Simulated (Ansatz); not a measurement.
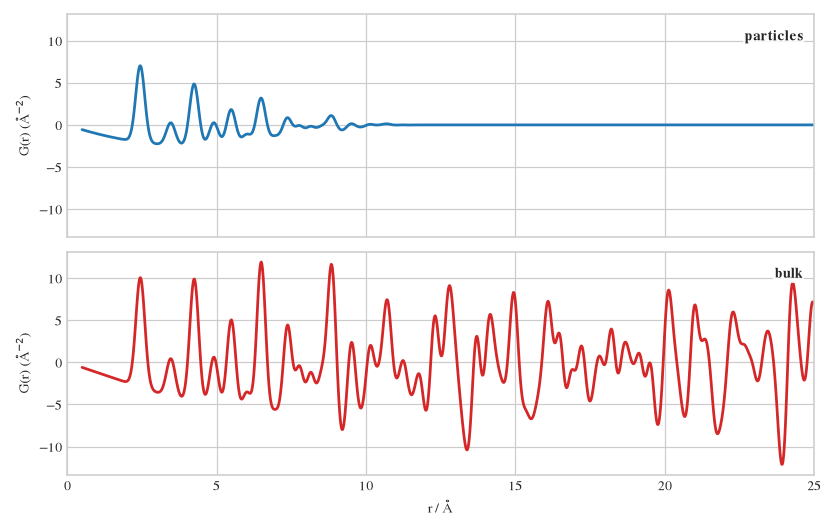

Simulated X-ray pair distribution function, G(r) = R(r)/r − 4πρ₀r, summed over the atomic distances of the structure with each pair weighted by the product of the atomic numbers (X-ray weights at Q = 0); every distance is a Gaussian of σ = 0.15 Å, for spherical particles of Ni with the bulk structure: the bulk G(r) is multiplied by the envelope of a sphere of diameter D, 1 − 3r/2D + r³/2D³, with no surface relaxation. The number density is 0.0951 atoms per Å³. Structure used: the geometry relaxed with DFT r2SCAN, scalar-relativistic, plane waves, PAW in Ansatz; the starting structure was generated, so it need not be a known form of this composition.

How large are the particles?

Answer. About 12 Å (1.2 nm): the signal is half of the bulk amplitude at r ≈ 4.2 Å and vanishes at r = D, fading from view somewhat earlier.

Roughly how many atoms does one particle hold?

Answer. About 86 (number density 0.0951 Å⁻³ times πD³/6).
